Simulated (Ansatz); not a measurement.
```
C
1.0
     5.67456    0.00000    0.00000
    -2.83728    4.91431    0.00000
     0.00000    0.00000    1.22924
C
3
Cartesian
  0.0000 0.0000 0.0000
  0.0000 3.2762 0.6146
  2.8373 1.6381 0.6146
```

Space group P6/mmm; set up as C, omega (AlB2-type); a generated structure, not necessarily the stable one; changed on purpose from its base cell (volume × 0.88); computed pressure about 28 GPa in this cell.

The calculation used Ansatz, DFT, PBEsol, plane waves (420 eV) with PAW, scalar-relativistic.

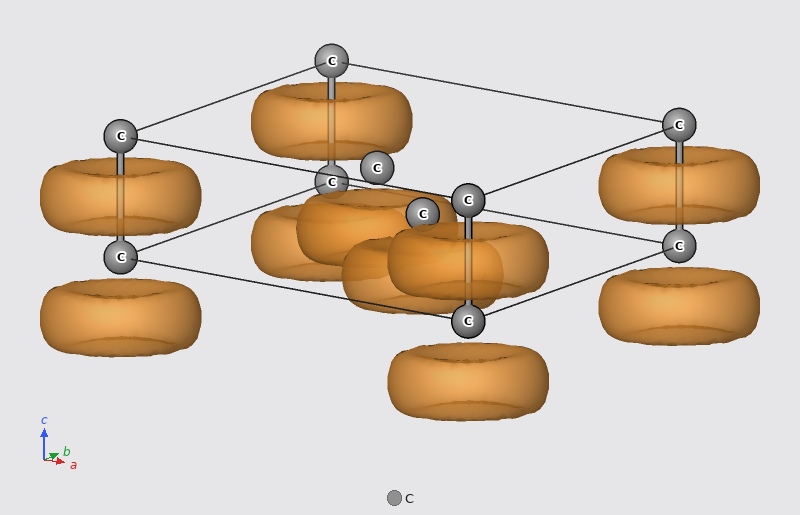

C. Isosurface of the ELF at 0.75 (orange), seen slightly off an axis. Only the valence region is drawn (cores and ρ < 0.01 e/Å³ removed). Sticks mark near contacts.

**Where are the electrons localised?**

The ELF exceeds this value in three regions between bonded C–C atoms, counted in one cell of 3 atoms. Regions shared between cells count once.

Values along the shortest contacts:
C–C (1.23 Å): the ELF peaks at about 0.90 between the atoms.

**Metal or insulator at this level of theory?**

It is gapless in this calculation (a metal or semimetal).
